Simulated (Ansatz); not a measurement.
# Calculations on HfO₂

Part 1: Vibrations

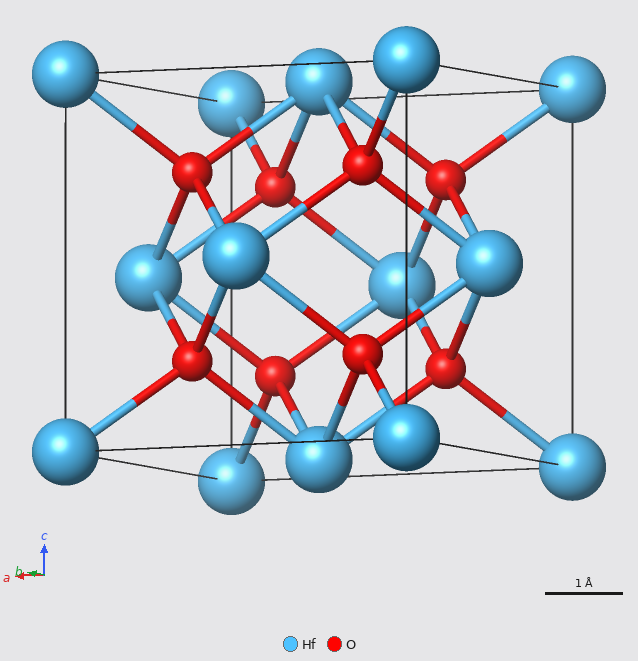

Lattice vibrations of solid HfO$_{2}$ relaxed at 15 GPa, at the zone centre. Style: ball-and-stick. Shown: the conventional cell (4 times the calculation's cell), from a free direction. Lengths and directions refer to the drawn axes.

These are results of DFT PBEsol, scalar-relativistic, plane waves, PAW (Ansatz), not measurements.

The input:
```yaml
crystal:
  lattice:
    - [0.0, 2.4794701493, 2.4794701493]
    - [2.4794701493, 0.0, 2.4794701493]
    - [2.4794701493, 2.4794701493, 0.0]
  atoms:
    - { symbol: Hf, position: [0.0, 0.0, 0.0] }
    - { symbol: O, position: [0.25, 0.25, 0.25] }
    - { symbol: O, position: [0.75, 0.75, 0.75] }
basis:
  ecutwfc: 420
kpoints:
  mp_grid: { grid: [8, 8, 8] }
hamiltonian:
  xc: pbesol
scf:
  occupations: { method: fixed }
output:
  eigenvalues: true
phonons:
  method: dfpt
  dielectric: true
  rigid_motions: translations
  eigenvectors: true
```

Run as
```bash
ansatz run input.yaml --threads 1 --pin off --max-ram 3072MiB --backend cpu --events-out ev --progress --plain --runs-dir out
```

Frequencies are those without the non-analytic (LO–TO) term.

> List the optical modes.

The calculation's cell holds 3 atoms, so there are 6 optical modes, in 2 levels. The optical modes span T₁u + T₂g. No level is unstable.

```tsv
level	symmetry	frequency (cm⁻¹)	activity
1	T₁u	287	infrared-active
2	T₂g	626	Raman-active
```

The displacement patterns (one member of each degenerate set):

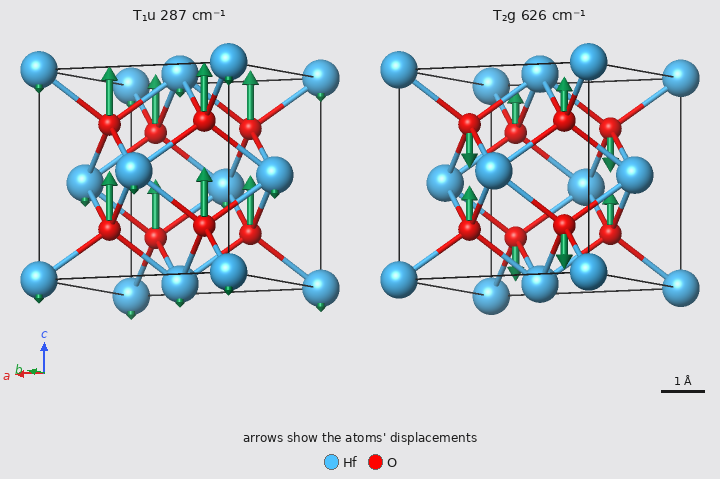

Part 2: Vibrations

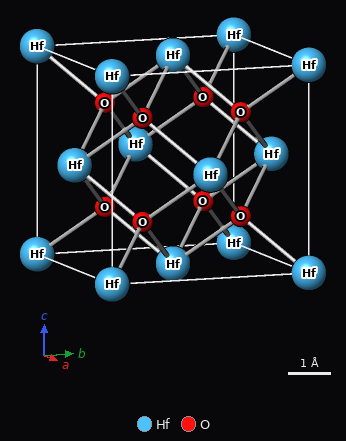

Lattice vibrations of a crystal of HfO₂ at 1.02 times its rest volume, at the zone centre. A ball-and-stick model of the conventional cell (4 times the calculation's cell), seen slightly off an axis. Lengths and directions refer to the drawn axes.

Computed with Ansatz 0.2.0, DFT PBEsol, scalar-relativistic, plane waves, PAW.

Input
```yaml
crystal:
  lattice:
    - [0.0, 2.5385812875, 2.5385812875]
    - [2.5385812875, 0.0, 2.5385812875]
    - [2.5385812875, 2.5385812875, 0.0]
  atoms:
    - { symbol: Hf, position: [0.0, 0.0, 0.0] }
    - { symbol: O, position: [0.25, 0.25, 0.25] }
    - { symbol: O, position: [0.75, 0.75, 0.75] }
basis:
  ecutwfc: 420
kpoints:
  mp_grid: { grid: [8, 8, 8] }
hamiltonian:
  xc: pbesol
scf:
  occupations: { method: fixed }
output:
  eigenvalues: true
phonons:
  method: dfpt
  dielectric: true
  rigid_motions: translations
  eigenvectors: true
```

Command:
```bash
ansatz run input.yaml --threads 1 --pin off --max-ram 3072MiB --backend cpu --events-out ev --progress --plain --runs-dir out
```

Frequencies are those without the non-analytic (LO–TO) term.

### Which optical modes does it have, at what frequencies, and is it stable there?

The calculation's cell holds 3 atoms, so there are 6 optical modes, in 2 levels. The optical modes span T₁u + T₂g. No level is unstable.

```tsv
level	symmetry	frequency (cm⁻¹)	activity
1	T₁u	215	infrared-active
2	T₂g	563	Raman-active
```

The displacement patterns (one member of each degenerate set):

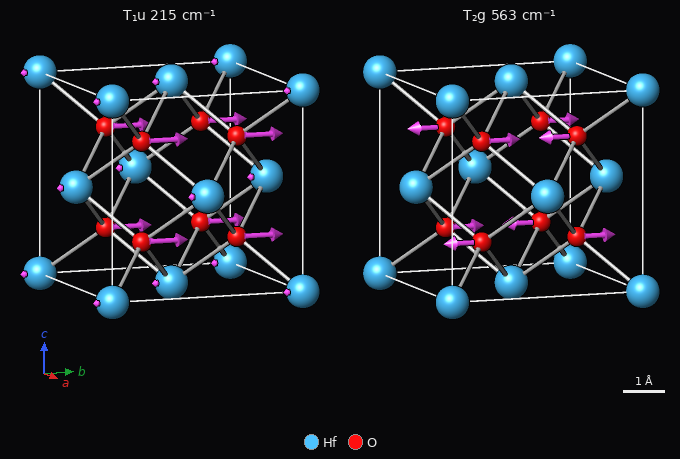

Part 3: One mode

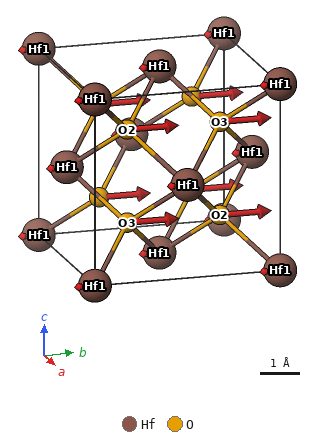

One vibrational mode of crystalline HfO₂ relaxed at 3 GPa at the zone centre. Displacements are drawn as red arrows; their common scale and sign are arbitrary. Style: ball-and-stick. Shown: the conventional cell (4 times the calculation's cell), slightly off an axis. Lengths and directions refer to the drawn axes.

Method: DFT PBEsol, scalar-relativistic, plane waves, PAW (Ansatz 0.2.0).

The input:
```yaml
crystal:
  lattice:
    - [0.0, 2.5125949979, 2.5125949979]
    - [2.5125949979, 0.0, 2.5125949979]
    - [2.5125949979, 2.5125949979, 0.0]
  atoms:
    - { symbol: Hf, position: [0.0, 0.0, 0.0] }
    - { symbol: O, position: [0.25, 0.25, 0.25] }
    - { symbol: O, position: [0.75, 0.75, 0.75] }
basis:
  ecutwfc: 420
kpoints:
  mp_grid: { grid: [8, 8, 8] }
hamiltonian:
  xc: pbesol
scf:
  occupations: { method: fixed }
output:
  eigenvalues: true
phonons:
  method: dfpt
  dielectric: true
  rigid_motions: translations
  eigenvectors: true
```

Run as
```bash
ansatz run input.yaml --threads 1 --pin off --max-ram 3072MiB --backend cpu --events-out ev --progress --plain --runs-dir out
```

Frequencies are those without the non-analytic (LO–TO) term.

Describe the mode and give its frequency.

Answer. This is the T₁u mode (triply degenerate; one member of the set is drawn) at 247 cm⁻¹, the lowest optical level, infrared-active by symmetry. The O sublattice moves against the Hf sublattice, along b; the kinetic energy is shared as O 85 %, Hf 15 %. Its infrared intensity is 79 (D/Å)²/amu for the set. The value is the transverse one; the longitudinal partner lies at 625 cm⁻¹.

Part 4: One mode

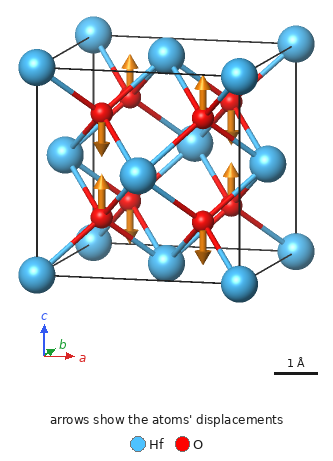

One vibrational mode of a crystal of HfO$_{2}$ relaxed at 8 GPa at the zone centre. The orange arrows are the displacements of the atoms (eigenvector over the root of the mass), of arbitrary overall length and sign. Style: ball-and-stick. Shown: the conventional cell (4 times the calculation's cell), slightly off an axis. Lengths and directions refer to the drawn axes.

All numbers below come from DFT PBEsol, scalar-relativistic, plane waves, PAW (Ansatz).

Input file:
```yaml
crystal:
  lattice:
    - [0.0, 2.4980876522, 2.4980876522]
    - [2.4980876522, 0.0, 2.4980876522]
    - [2.4980876522, 2.4980876522, 0.0]
  atoms:
    - { symbol: Hf, position: [0.0, 0.0, 0.0] }
    - { symbol: O, position: [0.25, 0.25, 0.25] }
    - { symbol: O, position: [0.75, 0.75, 0.75] }
basis:
  ecutwfc: 420
kpoints:
  mp_grid: { grid: [8, 8, 8] }
hamiltonian:
  xc: pbesol
scf:
  occupations: { method: fixed }
output:
  eigenvalues: true
phonons:
  method: dfpt
  dielectric: true
  rigid_motions: translations
  eigenvectors: true
```

Run as
```bash
ansatz run input.yaml --threads 1 --pin off --max-ram 3072MiB --backend cpu --events-out ev --progress --plain --runs-dir out
```

Frequencies are those without the non-analytic (LO–TO) term.

**What mode is this, and where does it lie in the spectrum?**

This is the T₂g mode (triply degenerate; one member of the set is drawn) at 75.0 meV, the highest optical level, Raman-active by symmetry. The Hf atoms stay at rest; all motion is along c; atoms of one kind move against one another, with no net shift of their sublattice.

Part 5: Softest mode

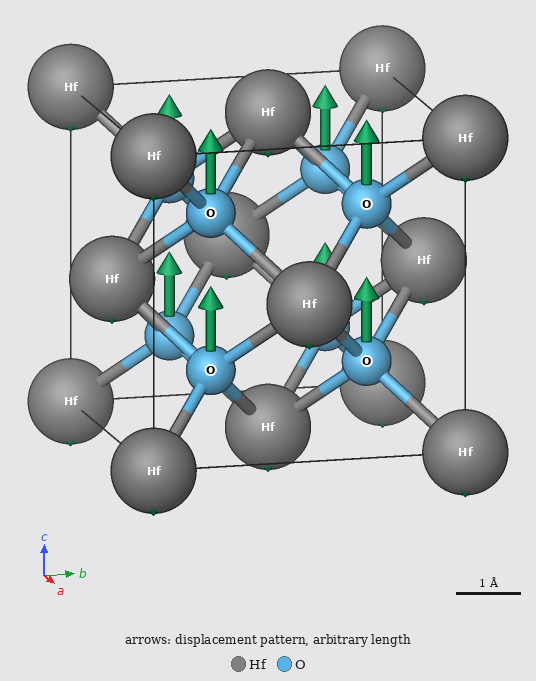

The lowest optical mode of crystalline HfO2, space group Fm-3m (No. 225), at the zone centre. The green arrows are the displacements of the atoms (eigenvector over the root of the mass), of arbitrary overall length and sign. Style: ball-and-stick. Shown: the conventional cell (4 times the calculation's cell), slightly off an axis. Lengths and directions refer to the drawn axes.

All numbers below come from DFT PBEsol, scalar-relativistic, plane waves, PAW (Ansatz 0.2.0). Settings: plane-wave cutoff 420 eV; k-point mesh 8 × 8 × 8; occupations fixed; no spin polarisation.

Frequencies are those without the non-analytic (LO–TO) term.

> Is this crystal at a minimum with respect to the drawn distortion?

Yes: this softest mode has a real frequency, and so have all others here. That speaks for this wave vector alone: the rest of the zone wasn't checked in this run. This is the T₁u mode (triply degenerate; one member of the set is drawn) at 7.08 THz, the lowest optical level, infrared-active by symmetry. The O sublattice moves against the Hf sublattice, along c; the kinetic energy is shared as O 85 %, Hf 15 %. Its infrared intensity is 79 (D/Å)²/amu for the set. The value is the transverse one; the longitudinal partner lies at 617 cm⁻¹.

Part 6: Softest mode

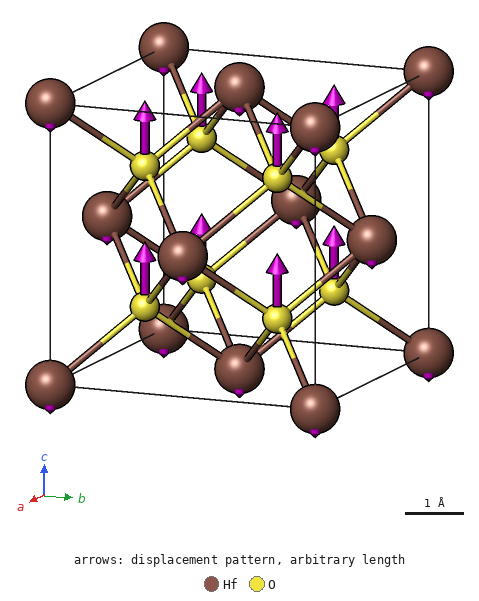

The lowest optical mode of crystalline HfO2 at 0.98 times its rest volume, space group Fm-3m (No. 225), at the zone centre. Displacements are drawn as purple arrows; their common scale and sign are arbitrary. Style: ball-and-stick. Shown: the conventional cell (4 times the calculation's cell), slightly off an axis. Lengths and directions refer to the drawn axes.

Computed with DFT PBEsol, scalar-relativistic, plane waves, PAW in Ansatz.

The input:
```yaml
crystal:
  lattice:
    - [0.0, 2.5049537348, 2.5049537348]
    - [2.5049537348, 0.0, 2.5049537348]
    - [2.5049537348, 2.5049537348, 0.0]
  atoms:
    - { symbol: Hf, position: [0.0, 0.0, 0.0] }
    - { symbol: O, position: [0.25, 0.25, 0.25] }
    - { symbol: O, position: [0.75, 0.75, 0.75] }
basis:
  ecutwfc: 420
kpoints:
  mp_grid: { grid: [8, 8, 8] }
hamiltonian:
  xc: pbesol
scf:
  occupations: { method: fixed }
output:
  eigenvalues: true
phonons:
  method: dfpt
  dielectric: true
  rigid_motions: translations
  eigenvectors: true
```

Command:
```bash
ansatz run input.yaml --threads 1 --pin off --max-ram 3072MiB --backend cpu --events-out ev --progress --plain --runs-dir out
```

Frequencies are those without the non-analytic (LO–TO) term.

### Is the structure stable against all modes at this point?

Yes: this softest mode has a real frequency, and so have all others here. That speaks for this wave vector alone: the rest of the zone wasn't checked in this run. This is the T₁u mode (triply degenerate; one member of the set is drawn) at 257 cm⁻¹, the lowest optical level, infrared-active by symmetry. The O sublattice moves against the Hf sublattice, along c; the kinetic energy is shared as O 85 %, Hf 15 %. Its infrared intensity is 79 (D/Å)²/amu for the set. The value is the transverse one; the longitudinal partner lies at 632 cm⁻¹.
